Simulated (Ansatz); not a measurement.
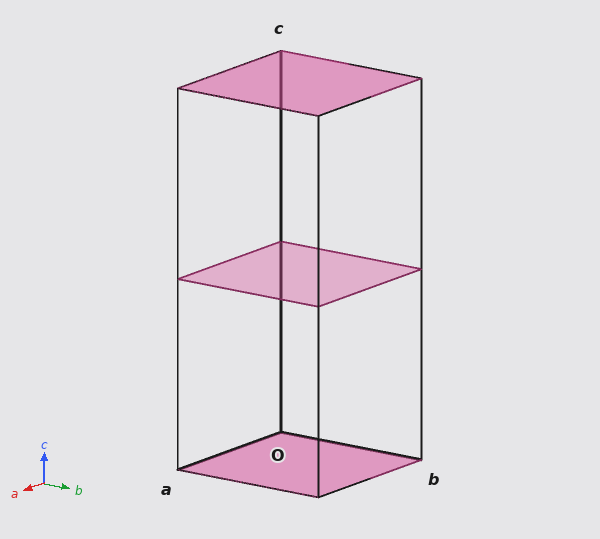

Every member of one family of equally spaced planes, hx + ky + lz = a whole number, that cuts the unit cell is shaded (one member passes through the origin O). Crystal: VBiO₄, the end point of a relaxation with DFT r2SCAN, scalar-relativistic, plane waves, PAW (Ansatz). Geometry calculated from the standardised cell; symmetry tolerance 0.002 Å.

a = 5.121 Å, b = 5.121 Å, c = 11.624 Å, α = 90.00°, β = 90.00°, γ = 90.00°.

### What are the Miller indices?

(0 0 2); the opposite sign names the same planes. The member next to the origin meets the axes a never, b never, c at 1/2.

### What is the spacing?

d = 5.812 Å.

### The space group is I4_1/a, No. 88, origin choice 1. How many reflections hkl are equivalent to this one (itself included), and does it occur?

2 reflections are equivalent in the Laue class 4/m. The reflection is systematically absent, by a screw axis.
